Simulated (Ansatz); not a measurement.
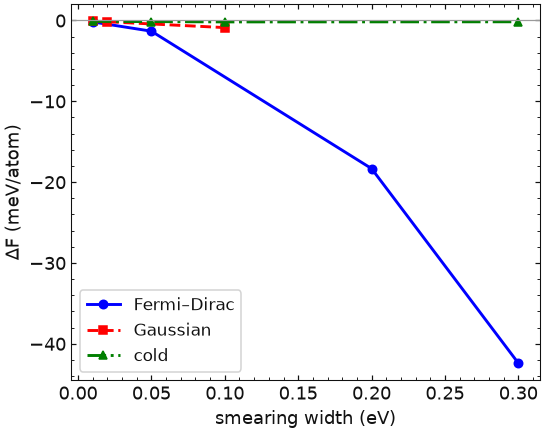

Free energy against smearing width for several smearing schemes.
The run: Al$_{2}$Cu (P4/mmm, 3 atoms in the cell), by DFT r2SCAN, scalar-relativistic, plane waves, PAW in Ansatz 0.2.0; cutoff 500 eV, 10×10×14 k-mesh.
ΔF is counted from the tetrahedron result.

> Which schemes tolerate a large width?

Fermi–Dirac smearing: −42 meV/atom at 0.3 eV. Gaussian smearing: within 1 meV/atom of zero at 0.1 eV. Cold smearing: within 1 meV/atom of zero at 0.3 eV. Plain smearing lowers the free energy by a term of second order in the width; Methfessel–Paxton and cold smearing are built to cancel that term.
